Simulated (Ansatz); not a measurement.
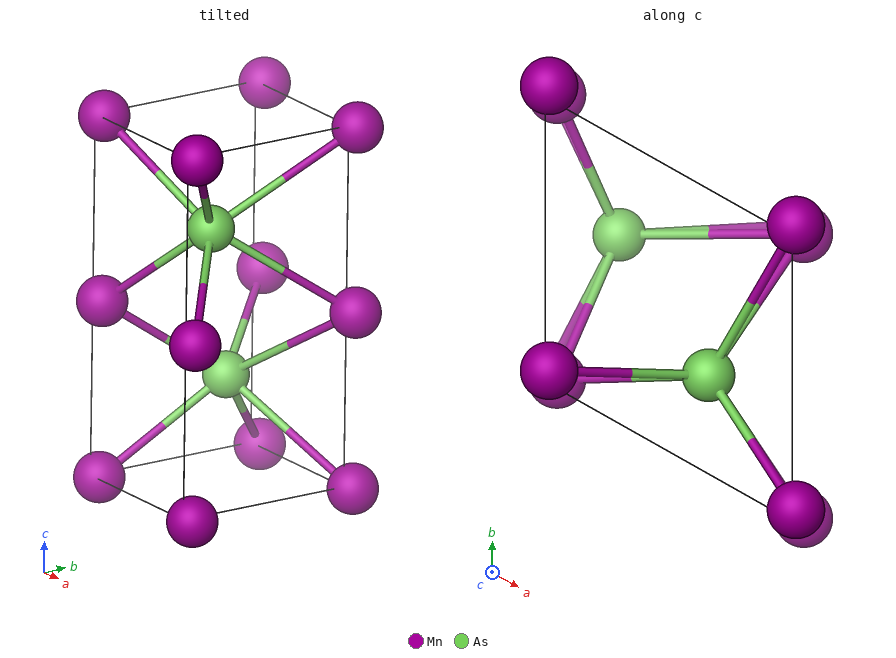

The image is a ball-and-stick drawing of a crystal, viewed slightly off an axis and along the c axis. The parallelepiped is the unit cell. Cell: a = 3.69 Å, b = 3.71 Å, c = 5.40 Å, α = 92.04°, β = 87.93°, γ = 119.46°.

The structure is a known structure type with the cell strained and the atoms shaken on purpose; no relaxation was done. It went into a calculation with Ansatz.

Q: What is this?

A: The solid is MnAs. The cell has no symmetry but its translations (space group P1). It is a distorted form of a primitive hexagonal structure, space group P6_3/mmc (No. 194) within 0.60 Å: nickel arsenide (NiAs) type. There are 4 atoms in the cell: 2 Mn, 2 As. Each As atom has six Mn at about 2.3 to 2.7 Å around it. Not all metal-metal contacts are counted. The bonds build a three-dimensional framework.

Computational set-up: Ansatz, DFT, PAW plane waves, PBEsol, a kinetic-energy cutoff of 420 eV, k-points about 0.33 Å⁻¹ apart, Fermi-Dirac smearing of 0.1 eV, spinor wavefunctions.

Q: Which atoms carry magnetic moments in this run, and how do they order?

A: The state reached is ferromagnetic. Sizes: Mn 2.5 to 2.8 μB; net moment 5.6 μB in the run's cell of 4 atoms.

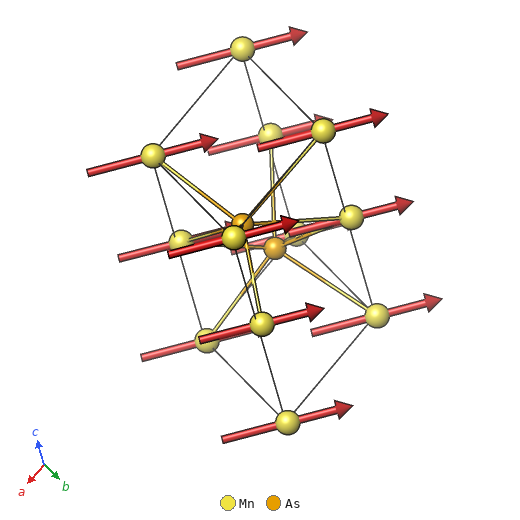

Site moments above 0.25 μB as arrows, small induced ones on non-metal atoms left out (red along the largest or up, blue against, purple across). The run's cell of 4 atoms is drawn in a reduced setting, so axes and origin can differ from the first picture.

Q: Metal or not?

A: A metal: bands cross the Fermi level.

Q: How are the electrons shared out in a Bader analysis?

A: Mn +0.55 to +0.63 e; As -0.61 to -0.58 e.

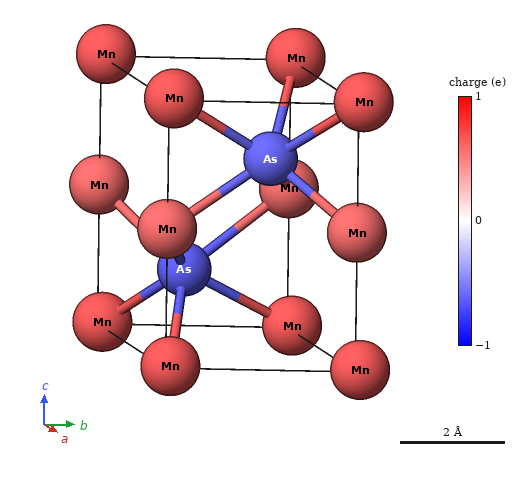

The atoms coloured by those charges. The run's cell of 4 atoms is drawn in a reduced setting, so axes and origin can differ from the first picture.

Q: Has the structure come to rest?

A: No. The largest force is 1.57 eV/Å, on As and Mn. The pressure is -4.4 GPa, so the cell would contract.
